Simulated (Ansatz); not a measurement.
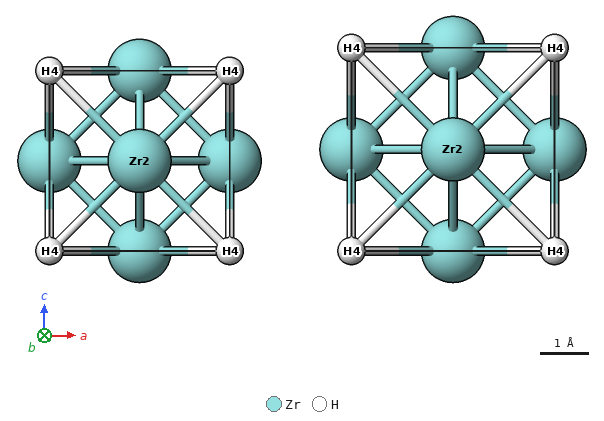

Two geometries of crystalline Zr$_{3}$H (built on the Cu3Au (L1_2)_221 type) (coarse preliminary run), drawn at one scale. One is the start of a relaxation, the other its converged end. Style: ball-and-stick. Shown: the cell of the calculation, along the b axis.

The calculation used DFT PBE, scalar-relativistic, plane waves, PAW in Ansatz. (plane-wave cutoff 420 eV; k-point mesh 4 × 4 × 4; occupations gaussian; smearing width 0.1 eV; no spin polarisation; cell and atoms relaxed; force threshold 0.04 eV/Å; at most 70 steps)

Question: Which geometry has the lower energy?

Answer: The right one is the relaxed one. Case: Cu3Au (L1_2) type (Pm-3m, No. 221). Over 4 accepted moves (5 points after the start) the energy falls by 2.742 eV per cell of the calculation. All forces vanish by symmetry, so only the cell relaxes. The pressure goes from 50.30 to 0.30 GPa. At 1 point the geometry stayed and the basis and grid were re-selected for the new cell (energy shift of 17.5 meV per cell of the calculation at most each time). No atom moves by more than 0.005 Å relative to the cell. Cell: a = b = c 3.770 → 4.248 Å (+12.7 %). Volume +43.1 %. Some distances before and after: H–Zr 2.665 → 3.004 Å, Zr–Zr 2.665 → 3.004 Å. The space group stays Pm-3m (No. 221).

Limits of the set-up: the k-point mesh is coarse for a cell with partly filled bands.
